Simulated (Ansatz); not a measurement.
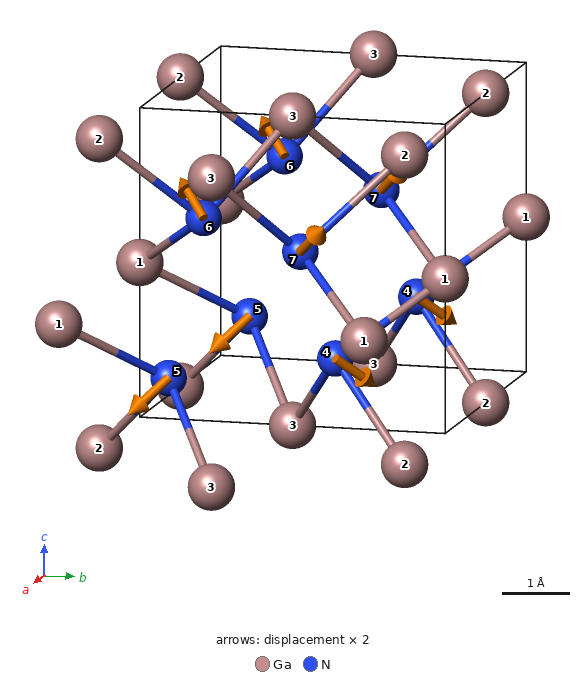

This is a relaxation of solid Ga$_{3}$N$_{4}$ (a generated structure, set up in P-43m) (coarse preliminary run). The starting structure is drawn; orange arrows show the displacements (the part carried along by the change of the cell is left out), 2 times their true length.

A ball-and-stick model of the cell of the calculation, repeated 2 × 1 × 1 with one cell outlined, seen slightly off an axis.

All numbers below come from DFT PBE, scalar-relativistic, plane waves, PAW (Ansatz 0.2.0).

The input:
```yaml
crystal:
  lattice:
    - [4.73469614, 0.0, 0.0]
    - [0.0, 4.73469614, 0.0]
    - [0.0, 0.0, 4.73469614]
  atoms:
    - { symbol: Ga, position: [0.0, 0.0, 0.5] }
    - { symbol: Ga, position: [0.5, 0.0, 0.0] }
    - { symbol: Ga, position: [0.0, 0.5, 0.0] }
    - { symbol: "N", position: [0.28429461, 0.71570539, 0.28429461] }
    - { symbol: "N", position: [0.71570539, 0.28429461, 0.28429461] }
    - { symbol: "N", position: [0.28429461, 0.28429461, 0.71570539] }
    - { symbol: "N", position: [0.71570539, 0.71570539, 0.71570539] }
basis:
  ecutwfc: 420
kpoints:
  mp_grid: { grid: [4, 4, 4] }
hamiltonian:
  xc: pbe
scf:
  occupations: { method: gaussian, width: 0.1 }
  lower_state_search: "off"
output:
  forces: true
  stress: true
  eigenvalues: true
relax:
  adjacent_minimum: "off"
  f_tol: 0.04
  max_steps: 70
  cell: { stress_tol: 0.4 }
```

Launched with:
```bash
ansatz run input.yaml --threads 1 --pin off --max-ram 2048MiB --backend cpu --events-out ev --progress --plain --runs-dir out
```

What happened in the run?

After 5 accepted moves (6 points after the start) the energy has fallen by 565 meV per atom. Largest force component: 1.6 eV/Å at the start, 0.002 eV/Å at the end. Pressure: −20.86 GPa at the start and −0.24 GPa at the end. At 1 point the geometry stayed and the basis and grid were re-selected for the new cell (energy shift of 2.5 meV per atom at most each time). The largest moves relative to the cell, 0.43 Å, are those of N4, N5, N6 and N7. N4 goes along [−1 1 −1]. Ga stays in place. The drawn cell changes as follows: a = b = c 4.735 → 4.575 Å (−3.4 %); the volume changes by −9.8 %. Near-neighbour distances that change, for instance: Ga1–N4 2.160 → 1.934 Å. Among the angles between lasting bonds that change: N4–Ga1–N5 123.6° → 100.5°, Ga1–N7–Ga2 101.6° → 113.6°, N4–Ga1–N6 102.9° → 114.1°. The space group stays P-43m (No. 215).
